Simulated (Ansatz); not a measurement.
# Geometry relaxation of Co (part 1 of 2)

Co (P6/mmm, 1 atom in the cell), computed with DFT, PBE, PAW with Ansatz's default frozen-core files, scalar-relativistic, spin-polarised (Ansatz 0.2.0).

The structure was built on a prototype by a generator; it need not be a known phase. Its volume is 0.50 times that of the source entry. It belongs to a series of runs on one base structure; here: simple_hexagonal relaxed under pressure, PAW files. Figures and captions count atoms from 1; the log counts them from 0 in places.

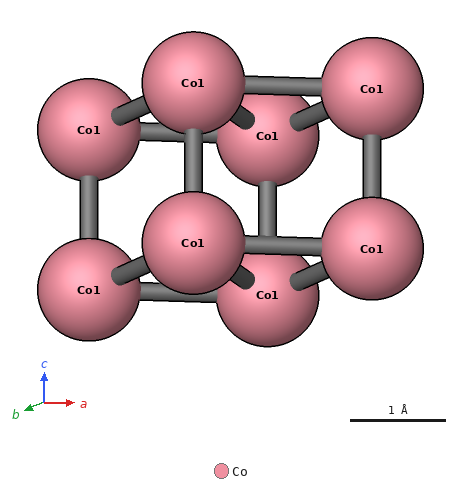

Figure 1. The starting structure (ball-and-stick view of the cell of the calculation, seen at an oblique angle; atoms are numbered from 1 in the order of the input).

Results in brief

```tsv
quantity	value
outcome	converged
space group (tolerance 0.01 Å)	P6/mmm (191)
electrons treated	17
free energy	−5118.8102 eV
Fermi energy	40.123 eV
net moment of the cell	0.00 μB
integrated absolute moment	0.00 μB
pressure	709.80 GPa
final volume	5.59 Å³
largest force (length of the vector) at the end	under 0.001 eV/Å
final cell	a = 1.901 Å, b = 1.901 Å, c = 1.784 Å, α = 90.00°, β = 90.00°, γ = 120.00°
hardware	2 threads of AMD EPYC (Zen 5), 64 GiB of memory available, shared host
wall time	14 s (CPU time 27 s)
peak memory	0.47 GiB
```

Warnings of the run: some starting moments were not kept. The cell was relaxed to the target pressure of the input; what is minimised is then the enthalpy E + pV.

Input
```yaml
crystal:
  lattice:
    - [1.888722672, 0.0, 0.0]
    - [-0.944361336, 1.6356818147, 0.0]
    - [0.0, 0.0, 1.7753993117]
  atoms:
    - { symbol: Co, position: [0.0, 0.0, 0.0], spin: 1.7 }
magnetization:
  spin_polarized: true
kpoints:
  mp_grid: { grid: [23, 23, 21] }
scf:
  occupations: { method: fermi_dirac, width: 0.08 }
hamiltonian:
  xc: pbe
  pseudopotentials: { kind: paw }
output:
  forces: true
  stress: true
  eigenvalues: true
relax:
  f_tol: 0.005
  max_steps: 40
  cell: { p_target: 710.0, stress_tol: 0.355 }
```

Launched with:
```bash
ansatz run input.yaml --threads 2 --pin off --max-ram 7168MiB --backend cpu --events-out ev --progress --plain --runs-dir out
```

The program's output
```
Engine: ansatz 0.2.0, x86_64-unknown-linux-gnu
Pseudopotentials: kind: paw
Pseudopotential: Co, paw, valence charge 17, recommended cutoff 420 eV (normal), Co.paw.azcp
Functional definition: PBE
  parameter kappa = 0.804
  parameter beta = 0.06672455060314922
  exchange = pbe_x(kappa = kappa, mu = beta*pi^2/3)
  correlation = pbe_c(beta = beta)
Crystal: 1 atoms, lattice volume = 5.485 Å³
Basis set: ecut = 420 eV, 107 PW (Γ), exchange–correlation on 30×30×24 points (8 copies of the dense FFT grid, shifted against one another)
Bands: 14, of which v1, the nominal top of the filled ones, is band 9 counted from 1 (8 counted from 0)
Symmetry: 24 space group operations
Space group: P6/mmm (ITA 191), of the structure as read, at distance tolerance 1.8e-5 Å
Magnetic group: BNS 191.233 (UNI 1463), of the structure as read, at distance tolerance 1.8e-5 Å
k-points: 616 of 11109
Non-local potential: Co, projectors of the file, l = 0: 3, l = 1: 2, l = 2: 3, l = 3: 1
PAW form: soft (Blöchl's): semilocal exchange-correlation on the pseudo side does not see the compensation charge
PAW one-centre angular grid: Co, 590 points (default); XC on 64 Gauss nodes
Initial density: superposition of atomic densities (chi_scale 0.1, normalization cell)
Starting moments: Σ|m| = 1.7 μB on 1 of 1 site
Initial wavefunctions: pseudopotential atomic-orbital guess
Functional: x = pbe(κ = 0.804, μ = 0.2195149727645171), c = pbe(β = 0.06672455060314922)
iter 1 solved again at ethr=1.44e-3 eV; its pass at ethr=3.10e-3 eV (dr2=2.44e-1 eV) is discarded
SCF iter   1: F=—  HF=-5106.350371 eV  |F-HF|=—  |Δ(HF+E_count)|=         —  Δρ=1.25e-1 (↑1.25e-1 ↓9.18e-2)  dr2=2.45e-1  dr2_m=4.82e-1  M=1.085 μB ∫|m|=1.086 μB  β_m=0.30  ethr=1.44e-3  ⟨swp⟩=1.0  Hψ=110180  notcnv=0
Mixer restart at iter 1: flushing history
preconditioner: auto → none  [metal: Δε(μ)=0.002 eV  Ē_g=25.269 eV  σ=0.080 eV  W_gap=0.01  n_scr=0 (ndim 8)  ℏωp=47.6 eV  f_vac=0.000  D(μ)=1.05/eV (n_scr^D=20)]
SCF iter   2: F=—  HF=-5104.064127 eV  |F-HF|=—  |Δ(HF+E_count)|=         —  Δρ=2.91e-1 (↑2.91e-1 ↓2.87e-1)  dr2=8.07e-2  dr2_m=4.13e0  M=0.133 μB ∫|m|=0.133 μB  β_m=1.00  ethr=1.44e-3  ⟨swp⟩=3.3  Hψ=31602  notcnv=0
Mixer restart at iter 2: flushing history
SCF iter   3: F=—  HF=-5117.165954 eV  |F-HF|=—  |Δ(HF+E_count)|=    1.31e1  Δρ=1.14e-1 (↑8.84e-2 ↓1.14e-1)  dr2=1.09e0  dr2_m=1.34e-2  M=0.044 μB ∫|m|=0.044 μB  β_m=0.30  ethr=2.94e-4  ⟨swp⟩=3.0  Hψ=45400  notcnv=0  defer=440
SCF iter   4: F=—  HF=-5117.530926 eV  |F-HF|=—  |Δ(HF+E_count)|=   3.65e-1  Δρ=3.74e-2 (↑2.18e-2 ↓3.74e-2)  dr2=7.97e-2  dr2_m=1.08e-2  M=0.030 μB ∫|m|=0.030 μB  β_m=0.37  ethr=2.94e-4  ⟨swp⟩=3.3  Hψ=41544  notcnv=0  defer=692
SCF iter   5: F=—  HF=-5118.037474 eV  |F-HF|=—  |Δ(HF+E_count)|=   5.07e-1  Δρ=2.53e-2 (↑1.36e-2 ↓2.53e-2)  dr2=3.52e-2  dr2_m=4.84e-3  M=0.020 μB ∫|m|=0.020 μB  β_m=0.52  ethr=2.94e-4  ⟨swp⟩=2.0  Hψ=28141  notcnv=0  defer=699
SCF iter   6: F=—  HF=-5118.341985 eV  |F-HF|=—  |Δ(HF+E_count)|=   3.05e-1  Δρ=3.11e-3 (↑2.66e-3 ↓3.11e-3)  dr2=1.08e-4  dr2_m=3.35e-4  M=0.005 μB ∫|m|=0.005 μB  β_m=0.76  ethr=2.07e-4  ⟨swp⟩=2.1  Hψ=30998  notcnv=0  defer=843
SCF iter   7: F=—  HF=-5118.348313 eV  |F-HF|=—  |Δ(HF+E_count)|=   6.33e-3  Δρ=8.33e-4 (↑8.33e-4 ↓3.25e-4)  dr2=7.21e-6  dr2_m=1.54e-5  M=0.001 μB ∫|m|=0.001 μB  β_m=0.88  ethr=6.38e-7  ⟨swp⟩=2.0  Hψ=28109  notcnv=0  defer=843
SCF iter   8: F=—  HF=-5118.348298 eV  |F-HF|=—  |Δ(HF+E_count)|=   1.53e-5  Δρ=1.73e-4 (↑1.73e-4 ↓9.90e-5)  dr2=2.10e-6  dr2_m=7.49e-8  M=0.000 μB ∫|m|=0.000 μB  β_m=0.94  ethr=4.24e-8  ⟨swp⟩=1.8  Hψ=21684  notcnv=0  defer=843
SCF iter   9: F=—  HF=-5118.348309 eV  |F-HF|=—  |Δ(HF+E_count)|=   1.11e-5  Δρ=2.63e-5 (↑2.63e-5 ↓1.79e-5)  dr2=5.00e-8  dr2_m=1.01e-9  M=0.000 μB ∫|m|=0.000 μB  β_m=0.93  ethr=1.24e-8  ⟨swp⟩=2.4  Hψ=25775  notcnv=0  defer=843
SCF iter  10: F=—  HF=-5118.348309 eV  |F-HF|=—  |Δ(HF+E_count)|=   9.40e-8  Δρ=2.76e-6 (↑2.76e-6 ↓1.90e-6)  dr2=4.75e-10  dr2_m=3.38e-11  M=0.000 μB ∫|m|=0.000 μB  β_m=0.89  ethr=2.94e-10  ⟨swp⟩=2.2  Hψ=26993  notcnv=0  defer=843
SCF iter  11: F=-5118.348309 eV  HF=-5118.348309 eV  |F-HF|=1.82e-12  |Δ(HF+E_count)|=   2.73e-9  Δρ=3.21e-7 (↑2.56e-7 ↓3.21e-7)  dr2=2.98e-12  dr2_m=6.29e-13  M=0.000 μB ∫|m|=0.000 μB  ethr=2.79e-12  ⟨swp⟩=4.3  Hψ=67600  notcnv=0
WARN: the starting moments were not kept: the SCF closed with an absolute magnetisation of 2.3e-7 μB, where they sum to 1.7 μB in size (1 site). That is at most 0.1 of that sum. Measured as dr2_m measures the in/out step, that magnetisation stands 3.4e-14 eV from none, at or under the dr2_threshold of 1.0e-7 eV: it is no larger than a step whose dr2_m would equal this threshold. The system may hold no moment; this SCF shows only that its start led to no more than that. To try another start: raise the starting moments (crystal.atoms[].spin, magnetization.per_species, magnetization.initial_magnetization, or on a non-collinear deck that types none of these the spinor_matrix: blocks that start its atoms; where the total moment is fixed, keep their sum and leave initial_magnetization as it is; typed ones take the place of any that the run laid by itself, positive ones on a crystal's lanthanoids without a Hubbard term where scf.initial_density.shell_occupations: [] is typed) or, if the notice of its spin-set hold's release reads "site moments contracting" or "site moments show no strong build", lengthen the hold (scf.mixing.spin_hold: { on: { confirm: 4 } }; for m-r²SCAN on two components see the key's manual first). Each may lead to a state that holds a moment. A second SCF, from the converged charge density, with the starting moments and any scf.initial_density.shell_occupations laid on it anew, would have followed, and was not run: the deck does not ask for one (magnetization.retry_lost_moments is false, the default). To let it run, set magnetization.retry_lost_moments: true and run the deck again, where that key's refused combinations let it; where memory then withholds it, that run's warning says so.
SCF 1 converged in 11 iterations: F = -5118.348309 eV  dr2 = 2.98e-12
  greatest PAW one-centre occupation: 1.006 electrons in one spin orbital (limit 2), on the Co atom at site 0 (counted from 0), in its partial waves of l = 1
relax step   1: F+E_penalty+E_count = -5118.34830877 eV  Δ(F+E_penalty+E_count) = +0.000e0 eV  max|allowed force component| = 0.000e0 eV/Å  Δτ_max = 0.0000 Å  P = +757.534 GPa  Ω = 5.485 Å³  (11 SCF iters, dr2 threshold 1.00e-7 eV, accepted)
Crystal: 1 atoms, lattice volume = 5.610 Å³
Initial density: handed on by an earlier stage of this run
Starting moments: Σ|m| = 1.7 μB on 1 of 1 site; this step starts from the density that it was given
Initial wavefunctions: those handed on with the density
iter 1 solved again at ethr=1.48e-5 eV; its pass at ethr=3.10e-3 eV (dr2=2.51e-3 eV) is discarded
SCF iter   1: F=—  HF=-5118.898889 eV  |F-HF|=—  |Δ(HF+E_count)|=         —  Δρ=7.62e-3 (↑6.26e-3 ↓7.62e-3)  dr2=2.47e-3  dr2_m=7.48e-4  M=-0.008 μB ∫|m|=0.008 μB  β_m=0.30  ethr=1.48e-5  ⟨swp⟩=1.3  Hψ=110918  notcnv=0
preconditioner: auto → none  [metal: Δε(μ)=0.002 eV  Ē_g=26.445 eV  σ=0.080 eV  W_gap=0.01  n_scr=0 (ndim 8)  ℏωp=47.0 eV  f_vac=0.000  D(μ)=0.99/eV (n_scr^D=20)]
SCF iter   2: F=—  HF=-5118.905352 eV  |F-HF|=—  |Δ(HF+E_count)|=   6.46e-3  Δρ=3.81e-3 (↑3.29e-3 ↓3.81e-3)  dr2=2.42e-4  dr2_m=4.27e-4  M=-0.006 μB ∫|m|=0.006 μB  β_m=0.42  ethr=1.45e-5  ⟨swp⟩=2.2  Hψ=23808  notcnv=0
SCF iter   3: F=—  HF=-5118.911940 eV  |F-HF|=—  |Δ(HF+E_count)|=   6.59e-3  Δρ=3.03e-3 (↑1.66e-3 ↓3.03e-3)  dr2=3.11e-4  dr2_m=1.29e-4  M=-0.004 μB ∫|m|=0.004 μB  β_m=0.54  ethr=1.42e-6  ⟨swp⟩=2.0  Hψ=27327  notcnv=0
SCF iter   4: F=—  HF=-5118.914552 eV  |F-HF|=—  |Δ(HF+E_count)|=   2.61e-3  Δρ=5.81e-4 (↑5.81e-4 ↓5.53e-4)  dr2=1.65e-5  dr2_m=8.69e-6  M=-0.000 μB ∫|m|=0.000 μB  β_m=0.71  ethr=1.42e-6  ⟨swp⟩=2.0  Hψ=27843  notcnv=0
SCF iter   5: F=—  HF=-5118.914540 eV  |F-HF|=—  |Δ(HF+E_count)|=   1.17e-5  Δρ=1.20e-4 (↑1.20e-4 ↓1.01e-4)  dr2=3.72e-8  dr2_m=5.86e-7  M=-0.000 μB ∫|m|=0.000 μB  β_m=0.85  ethr=9.70e-8  ⟨swp⟩=2.0  Hψ=22634  notcnv=0
SCF iter   6: F=—  HF=-5118.914541 eV  |F-HF|=—  |Δ(HF+E_count)|=   1.29e-6  Δρ=2.56e-5 (↑1.66e-5 ↓2.56e-5)  dr2=3.58e-9  dr2_m=2.08e-8  M=-0.000 μB ∫|m|=0.000 μB  β_m=0.85  ethr=2.19e-10  ⟨swp⟩=2.2  Hψ=27696  notcnv=0
iter 7 did not close the SCF: its close was put off for a magnetic moment that had not settled (scf_convergence_deferred on its scf_iter line)
SCF iter   7: F=-5118.914541 eV  HF=-5118.914541 eV  |F-HF|=9.33e-10  |Δ(HF+E_count)|=   3.26e-9  Δρ=4.97e-6 (↑4.97e-6 ↓2.87e-6)  dr2=1.84e-9  dr2_m=7.63e-11  M=-0.000 μB ∫|m|=0.000 μB  β_m=0.91  ethr=2.11e-11  ⟨swp⟩=1.6  Hψ=56576  notcnv=0
SCF iter   8: F=-5118.914541 eV  HF=-5118.914541 eV  |F-HF|=1.56e-10  |Δ(HF+E_count)|=  2.02e-10  Δρ=1.54e-6 (↑1.54e-6 ↓1.44e-6)  dr2=2.43e-10  dr2_m=3.32e-13  M=0.000 μB ∫|m|=0.000 μB  ethr=1.08e-11  ⟨swp⟩=1.7  Hψ=43143  notcnv=0
the starting moments were not kept: the SCF closed with an absolute magnetisation of 2.7e-7 μB, where they sum to 1.7 μB in size (1 site). That is at most 0.1 of that sum. Measured as dr2_m measures the in/out step, that magnetisation stands 7.3e-14 eV from none, at or under the dr2_threshold of 1.0e-7 eV: it is no larger than a step whose dr2_m would equal this threshold.
SCF 2 converged in 8 iterations: F = -5118.914541 eV  dr2 = 2.43e-10
relax step   2: F+E_penalty+E_count = -5118.91454125 eV  Δ(F+E_penalty+E_count) = -5.662e-1 eV  max|allowed force component| = 0.000e0 eV/Å  Δτ_max = 0.0000 Å  P = +698.965 GPa  Ω = 5.610 Å³  energy of the carried Pulay correction = -9.205e-4 eV  (8 SCF iters, dr2 threshold 1.00e-7 eV, accepted)
Crystal: 1 atoms, lattice volume = 5.586 Å³
iter 1 solved again at ethr=1.96e-7 eV; its pass at ethr=3.10e-3 eV (dr2=3.34e-5 eV) is discarded
```
